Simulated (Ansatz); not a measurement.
Run report: WS$_{2}$, geometry relaxation (part 2 of 2)

Continued. System: WS$_{2}$ (slab, 9 atoms in the cell). Method: DFT PBEsol, scalar-relativistic, plane waves, PAW, no spin polarisation (Ansatz 0.2.0); cutoff 420 eV, 9×4×1 k-mesh, Gaussian smearing of 0.05 eV. The structure derives from an entry of the Crystallography Open Database. The input holds or restrains some coordinates. Forces given for the steps count only the free coordinates. It belongs to a series of runs on one base structure; here: clean slab, lower half held.

Geometry of the input (Å; fractional positions):
```
3.1476  0.0000  0.0000
-1.5738  6.4349  0.0000
0.0000  0.0000  23.5180
S  0.1415  0.2829  0.3614
S  0.9004  0.8009  0.3802
W  0.5309  0.0618  0.4091
S  0.6714  0.3427  0.4762
S  0.4303  0.8607  0.4950
W  0.0608  0.1216  0.5238
S  0.2013  0.4025  0.5909
S  0.9602  0.9205  0.6097
W  0.5907  0.1814  0.6386
```

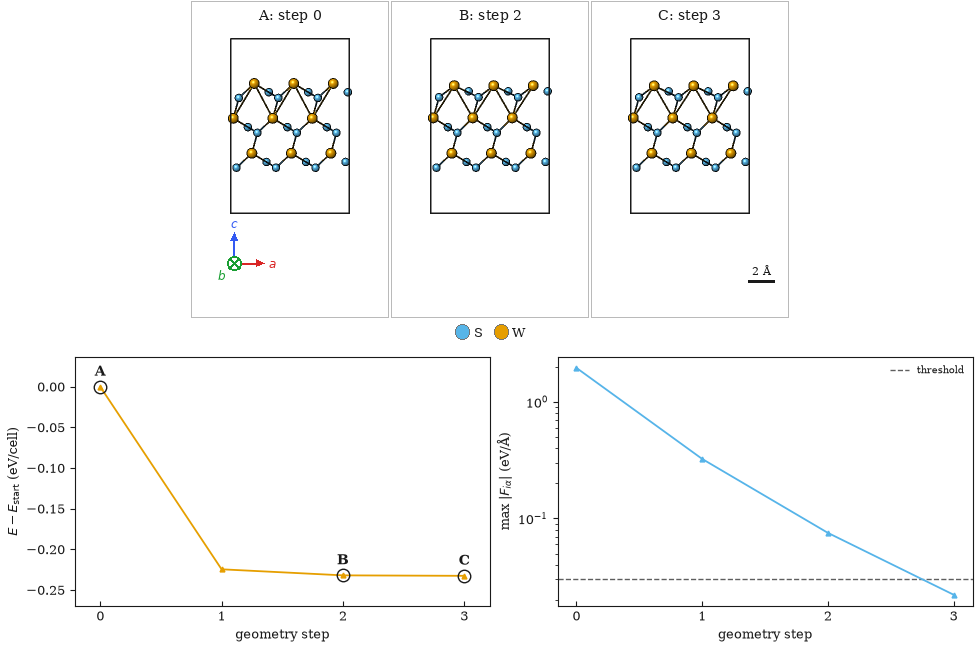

Frames of the restrained relaxation (ball-and-stick view of the 3 × 1 repeat of the cell, with the vacuum cut short, along the b axis) above the curves, on which the letters mark them (the first geometry is step 0 here and step 1 in the log).

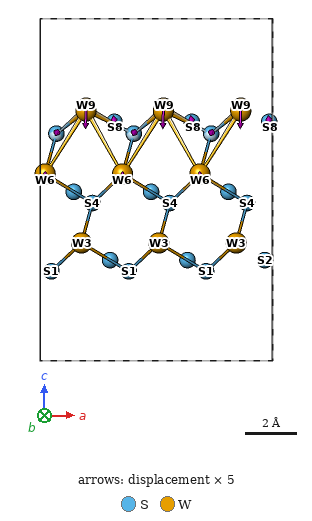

Start (faint) and end (solid) with the displacements as pink arrows, magnified 5 times (ball-and-stick view of the 3 × 1 repeat of the cell, with the vacuum cut short, along the b axis). W9 moves most: 0.18 Å. Largest moves by element: W 0.18 Å, S 0.08 Å. The cell stays as it was. Distances before and after: W6–W9 3.148 → 2.965 Å, W6–S7 2.399 → 2.461 Å, S7–W9 2.399 → 2.360 Å, S4–W6 2.399 → 2.411 Å. Among the angles that change: S7–W9–S8 135.5° → 147.1°, W6–W9–S7 90.0° → 96.6°, W6–S8–W9 82.0° → 75.9°. Over 3 geometry steps the energy falls by 0.232 eV per cell of the calculation. The largest force component goes from 2 to 0.022 eV/Å. (Atoms are counted from 1 in the order of the input.)

```
WARN: The output density's exchange-correlation potential varies sharply where the density is thin. Do not read a vacuum level from v_tot or v_xc, or from such a field of the output density. On a cell that repeats whose density bears no net charge and no dipole along the vacuum's axis use v_es (v_loc + v_h of the components); under efield.dipole_correction with no amplitude use v_es + v_field, which holds any external_charges[].barrier, or the levels of the report's work_function block, which leave it out; under a non-zero efield.amplitude the vacuum is tilted and has no level; on a cell that repeats and bears such a dipole with no correction it is tilted too, and efield.dipole_correction with no amplitude gives each side of its ramp a level where efield: is served; in a cell that repeats whose density bears a net charge (total_charge, or a fill off its count) it is curved and has none; of a slab under crystal.periodic whose density bears no net charge use v_es, which has a level on each side, short of where the two are joined; of another it falls or rises all the way out and has none; of a slab beside external_charges read slab_vacuum_level instead, which it has where they leave it neutral. The grid or the basis barely resolves most such structure, and the values can differ between equally converged runs; as a rule a tighter scf.convergence.dr2_threshold does not remove it. Where the density itself ripples (under the LDA too) a higher basis.ecutwfc lessens it. The files hold the spikes' plane waves up to the density's cutoff. Files: v_tot_of_output_density and the like, and their columns of v_z.tsv (output.write_potential); v_xc_of_output_density and the like, and their columns of v_comp_z.tsv (output.write_potential_components). Measured: with its Gaussian average of σ = 0.25 Å subtracted twice, the exchange-correlation potential is over 0.1 eV at 10 of the grid points where the equally averaged density (valence and model cores) is under 1e-3 e/Å³, and 0.106 eV at the most among them, at an averaged density of 7.1e-4 e/Å³. The input density's (outcome.potential() and, of a run that writes arrays, v_tot and v_xc) is over 0.1 eV, so measured, at 17 points of its own thin density, 0.113 eV at the most. See output.write_potential in the manual, Limitations
SCF converged after 8 iterations
Free energy (F): -36082.044017 eV
Harris-Foulkes:  -36082.044017 eV  (|F-HF|=1.65e-8)
Internal energy: -36082.036503 eV  (E = F + TS)
E sigma→0 (E₀):  -36082.040260 eV
Entropy (-TS):   -0.007514 eV (-0.835 meV/atom)
Fermi energy:    0.270947 eV
Dipole field:    D = 0.082287 V/Å  (p = 0.216617 e·Å, saw-weighted, corrected)
Work function:   Φ+ = 4.3553 eV   Φ− = 6.2905 eV
Levels:          The Fermi level and band energies are counted from a zero that moves with the ramp; work functions are not
--- Per-component energies (eV) ---
  E_band       = -1415.301605
  E_kinetic    = 1988.837496
  E_local      = -52806.891739  (includes V_loc(G=0)·N_el)
  E_nonlocal   = 183.077794
  E_hartree    = 25433.723818
  E_xc         = -1368.501782
  E_vxc        = -1234.870659  (∫ρ·V_xc dr)
  E_paw        = -28813.501981  (= ΣΔE_a)
  E_vpaw       = -412.114944  (= ΣTr[D̂ρ^β])
  E_aug_tail   = -0.000189  (compensation charges beyond the density's cutoff)
  E_efield     = 0.008912  (sawtooth field / dipole correction)
  E_vefield    = -0.793162  (∫n·V_field dr)
  E_ewald      = 19300.174094
  E_core_change = 1.037072  (= ΣΔE_core)
  E_smearing   = -0.007514  (= −TS)
  E_closure    = 0.000000  (closes the sum)
  Σ components = -36082.044017   (vs F -36082.044017, Δ=0.00e0)
--- Forces (eV/Å), atoms counted from 1 ---
  atom   1  S      0.00087974    -0.70773788     0.15859934
  atom   2  S     -0.00377572     0.65399732    -0.10224675
  atom   3  W      0.00239861    -0.01709558    -0.34397568
  atom   4  S      0.00008633    -0.19657348     0.13910356
  atom   5  S      0.00009440     0.26403890     0.12464789
  atom   6  W      0.00020028     0.00214239     0.01555505
  atom   7  S     -0.00025268    -0.01608373     0.01082560
  atom   8  S     -0.00020105     0.01874014     0.01951862
  atom   9  W      0.00057030    -0.00137430    -0.02214494
  max |Σ_I F_I| component: 1.17e-4 eV/Å
--- Band table (eV; the first three rows and the last of 19) ---
  k-point 0: bands = ["-74.2364", "-74.1144", "-73.8681", "-38.6353", "-38.6081", "-38.3917", "-38.3558", "-38.3510", "-38.2527", "-38.2011", "-38.1058", "-37.8923", "-14.8201", "-13.8379", "-13.2541", "-12.7676", "-12.3738", "-11.3371", "-6.8576", "-6.1893", "-5.5092", "-4.9514", "-4.8745", "-3.8400", "-3.7421", "-3.5376", "-2.7988", "-2.7187", "-2.7045", "-1.9032", "-1.7993", "-1.7320", "-1.6611", "-1.2959", "-0.9667", "-0.7571", "-0.5973", "-0.4785", "0.0019", "0.1998", "0.5577", "1.6952", "2.3203", "2.4354", "2.9047", "3.0581", "3.3238", "3.4090"]
  k-point 1: bands = ["-74.2364", "-74.1144", "-73.8681", "-38.6353", "-38.6081", "-38.3917", "-38.3559", "-38.3510", "-38.2527", "-38.2011", "-38.1059", "-37.8923", "-14.7475", "-13.7813", "-13.3835", "-12.8448", "-12.3245", "-11.4299", "-6.5492", "-6.0870", "-5.3428", "-5.0349", "-4.7081", "-3.8211", "-3.7336", "-3.7192", "-2.7533", "-2.7275", "-2.6873", "-2.4973", "-2.2019", "-1.7703", "-1.6477", "-1.2777", "-1.2064", "-0.6038", "-0.5169", "-0.2605", "0.0857", "0.1660", "0.4550", "1.6303", "2.4469", "2.6295", "2.8634", "2.9327", "3.2696", "3.5063"]
  k-point 2: bands = ["-74.2364", "-74.1144", "-73.8681", "-38.6353", "-38.6081", "-38.3917", "-38.3559", "-38.3510", "-38.2527", "-38.2011", "-38.1059", "-37.8923", "-14.6608", "-13.7178", "-13.5200", "-12.9348", "-12.2623", "-11.5324", "-6.2096", "-5.9220", "-5.2045", "-5.0158", "-4.5710", "-4.1110", "-3.7120", "-3.6952", "-3.0176", "-2.7355", "-2.7169", "-2.6710", "-2.4235", "-1.8091", "-1.6420", "-1.6344", "-1.1738", "-0.5552", "-0.4282", "-0.1019", "0.0638", "0.2548", "0.3301", "1.5711", "2.6111", "2.7372", "2.8280", "2.8308", "3.2199", "3.5467"]
  k-point 18: bands = ["-74.2256", "-74.1057", "-73.8589", "-38.6948", "-38.6030", "-38.5665", "-38.4072", "-38.3662", "-38.3246", "-38.2053", "-38.1292", "-38.0744", "-13.1179", "-13.0837", "-12.7355", "-12.4391", "-11.2471", "-11.1312", "-6.6054", "-6.2487", "-5.5938", "-5.0437", "-4.9872", "-4.9529", "-4.4690", "-4.1697", "-3.8640", "-3.5482", "-3.4552", "-3.0306", "-2.6713", "-2.4544", "-2.3590", "-1.9889", "-1.6003", "-1.2262", "-0.2562", "0.3009", "0.3527", "0.4735", "0.9330", "1.7092", "2.4488", "2.9429", "3.0515", "3.3944", "3.5981", "4.1314"]
--- Relaxed structure (4 steps of the walk, 4 accepted, 0 SCFs on fresh bases) ---
  F+E_penalty+E_count = -36082.04401670 eV   max|allowed force component| = 2.214e-2 eV/Å
  atoms:
    - { symbol: S, position: [0.14145359000000007, 0.28290718, 0.3614257270000001] }
    - { symbol: S, position: [0.9004252593500001, 0.8008505187000001, 0.38023887180000004] }
    - { symbol: W, position: [0.53089482365, 0.06178964730000001, 0.40908207690000004] }
    - { symbol: S, position: [0.6713612265000001, 0.34272245300000004, 0.47617182510000006] }
    - { symbol: S, position: [0.43033289590000007, 0.8606657918000001, 0.4949849698000001] }
    - { symbol: W, position: [0.06106480945400828, 0.12223077037528747, 0.5250648535168941] }
    - { symbol: S, position: [0.20667579288849725, 0.4135705098997846, 0.592835242780563] }
    - { symbol: S, position: [0.956438381396506, 0.9131055187850224, 0.6126165568415116] }
    - { symbol: W, position: [0.5890163075495355, 0.1782317724075618, 0.6308122821493182] }
```

Trajectory as extended XYZ (Å, eV, eV/Å), 4 frames, from step=1 to step=4
```
9
Lattice="3.1476 0.0000 0.0000 -1.5738 6.4349 0.0000 0.0000 0.0000 23.5180" Properties=species:S:1:pos:R:3:forces:R:3 step=1 energy=-36081.81152
S     0.0000    1.8205    8.5000   -0.0028  -0.6880   0.1517
S     1.5738    5.1534    8.9424   -0.0014   0.6794  -0.1362
W     1.5738    0.3976    9.6208    0.0043  -0.0315  -0.1301
S     1.5738    2.2054   11.1986   -0.0002  -0.0466  -0.0066
S     0.0000    5.5383   11.6410    0.0050   0.0854   0.0261
W     0.0000    0.7825   12.3194   -0.0050  -0.0487  -0.0972
S     0.0000    2.5903   13.8972    0.0007  -0.0938   1.1265
S     1.5738    5.9232   14.3396   -0.0002   0.4076   1.0269
W     1.5738    1.1674   15.0180   -0.0004  -0.2635  -1.9615
9
Lattice="3.1476 0.0000 0.0000 -1.5738 6.4349 0.0000 0.0000 0.0000 23.5180" Properties=species:S:1:pos:R:3:forces:R:3 step=2 energy=-36082.03598
S     0.0000    1.8205    8.5000    0.0006  -0.7033   0.1558
S     1.5738    5.1534    8.9424   -0.0037   0.6521  -0.1064
W     1.5738    0.3976    9.6208    0.0027  -0.0171  -0.3310
S     1.5738    2.2054   11.1986   -0.0004  -0.1997   0.1102
S     0.0000    5.5383   11.6410   -0.0003   0.2430   0.0835
W    -0.0002    0.7858   12.3486    0.0023  -0.0179  -0.2726
S     0.0000    2.6389   13.9300   -0.0012   0.3243   0.0212
S     1.5737    5.8870   14.3836   -0.0005  -0.3097   0.1386
W     1.5738    1.1412   14.8252    0.0005   0.0289   0.2010
9
Lattice="3.1476 0.0000 0.0000 -1.5738 6.4349 0.0000 0.0000 0.0000 23.5180" Properties=species:S:1:pos:R:3:forces:R:3 step=3 energy=-36082.04344
S     0.0000    1.8205    8.5000    0.0008  -0.7070   0.1626
S     1.5738    5.1534    8.9424   -0.0038   0.6552  -0.0986
W     1.5738    0.3976    9.6208    0.0024  -0.0139  -0.3200
S     1.5738    2.2054   11.1986   -0.0001  -0.2256   0.1989
S     0.0000    5.5383   11.6410    0.0001   0.3037   0.1674
W    -0.0002    0.7874   12.3557    0.0004  -0.0075  -0.0752
S    -0.0003    2.6567   13.9535   -0.0006   0.0236  -0.0088
S     1.5734    5.8794   14.4138   -0.0003  -0.0234   0.0172
W     1.5734    1.1465   14.8495    0.0010  -0.0050  -0.0436
9
Lattice="3.1476 0.0000 0.0000 -1.5738 6.4349 0.0000 0.0000 0.0000 23.5180" Properties=species:S:1:pos:R:3:forces:R:3 step=4 energy=-36082.04402
S     0.0000    1.8205    8.5000    0.0009  -0.7077   0.1586
S     1.5738    5.1534    8.9424   -0.0038   0.6540  -0.1022
W     1.5738    0.3976    9.6208    0.0024  -0.0171  -0.3440
S     1.5738    2.2054   11.1986    0.0001  -0.1966   0.1391
S     0.0000    5.5383   11.6410    0.0001   0.2640   0.1246
W    -0.0002    0.7865   12.3485    0.0002   0.0021   0.0156
S    -0.0003    2.6613   13.9423   -0.0003  -0.0161   0.0108
S     1.5734    5.8758   14.4075   -0.0002   0.0187   0.0195
W     1.5735    1.1469   14.8354    0.0006  -0.0014  -0.0221
```

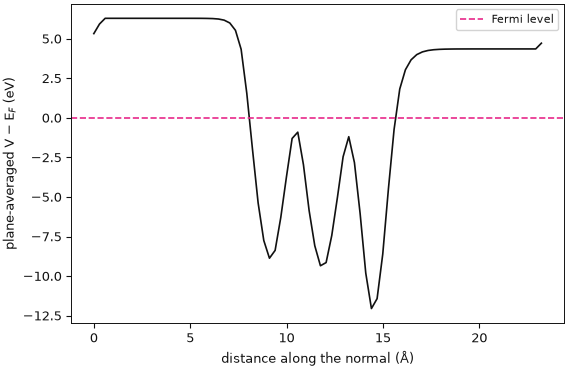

Plane average of the electrostatic potential energy of an electron across the cell, from the Fermi level. The vacuum level lies 4.36 eV above the Fermi level on the upper side and 6.29 eV on the lower.

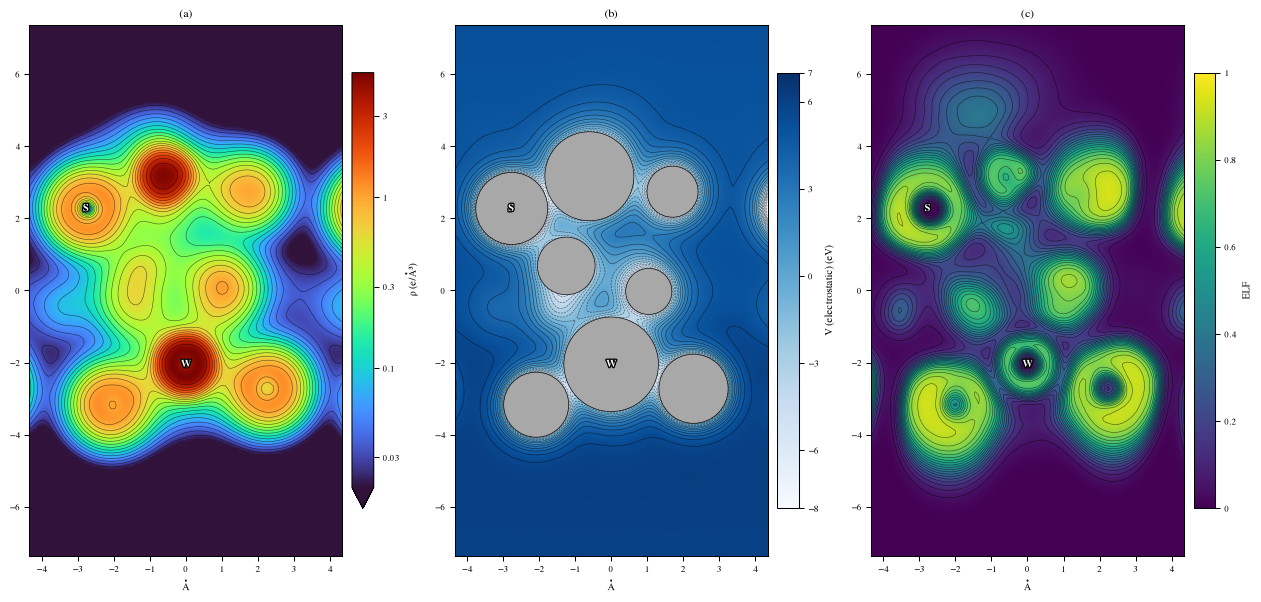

(a) valence electron density; (b) electrostatic potential (local pseudopotential plus Hartree) felt by an electron; (c) ELF on the (110) plane of the calculation cell, a cut from vacuum to vacuum. Grey discs, where drawn, cover atomic cores. The section cuts through W and S sites. The density dies away to nearly zero in the vacuum. The strong features right at W lie inside the PAW spheres (semicore, d or f shells) and say nothing about bonding. The fields are those of the smooth PAW valence density.

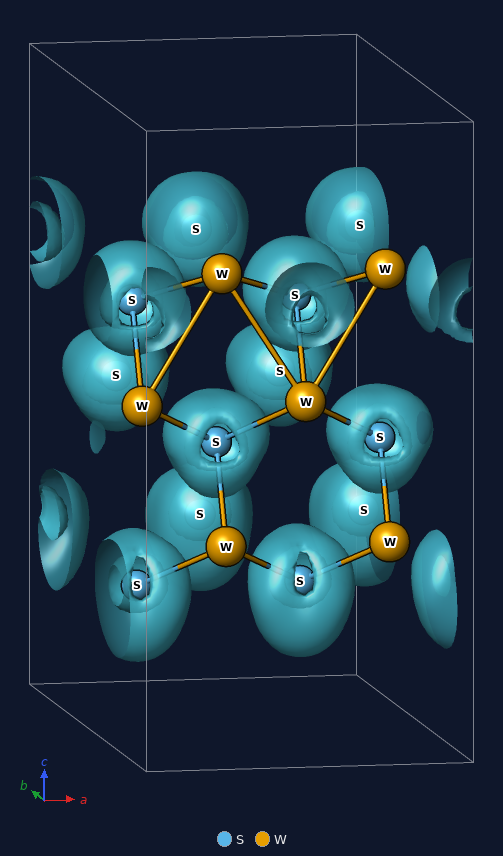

Isosurface of the electron localisation function at 0.75 (cyan), seen slightly off an axis. Only the valence region is drawn (cores and ρ < 0.01 e/Å³ removed). Sticks mark near contacts. Values along the shortest contacts: W–S (2.36 Å): the ELF is about 0.45 at the midpoint. W–W (2.97 Å): the ELF is about 0.40 at the midpoint; no shared electron pair.

Key numbers

- outcome: converged under the restraints of the input
- electrons treated: 78
- free energy: −36082.0440 eV
- work function, top face: 4.36 eV
- work function, bottom face: 6.29 eV
- Fermi energy: 0.271 eV
- gap on the k-point mesh: none (metallic)
- final volume: 476.35 Å³
- work function (upper face): 4.36 eV
- largest force (length of the vector) at the end, held atoms and coordinates included: 0.725 eV/Å
- wall time: 54 s (CPU time 1.8 min)
- peak memory: 0.85 GiB

Notes

Warnings of the run: the k-point mesh lowers the symmetry that the run can use; the exchange-correlation potential is rough where the density is thin. Spin–orbit coupling is left out, which matters for W.
